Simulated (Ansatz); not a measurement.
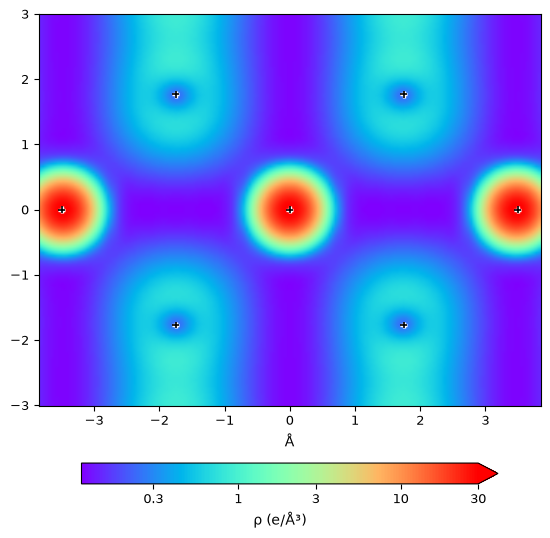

The valence electron density on a plane through atoms (crosses mark nuclei in the plane).

Theory: DFT PBEsol, scalar-relativistic, plane waves, PAW in Ansatz 0.2.0.

Candidates:
A. MgB$_{2}$, a = 3.06 Å, b = 3.06 Å, c = 3.50 Å, α = 90.00°, β = 90.00°, γ = 120.00°. Space group P6/mmm.
B. BaTiO$_{3}$, a = 3.96 Å, b = 3.96 Å, c = 4.04 Å, α = 90.00°, β = 90.00°, γ = 90.00°. Space group P4mm; computed without spin polarisation.

> Which candidate gave the map?

Candidate A: MgB$_{2}$ on the (110) plane of the conventional cell, which holds Mg and B. Mg–B (2.49 Å): the density is about 0.22 e/Å³ at the midpoint.
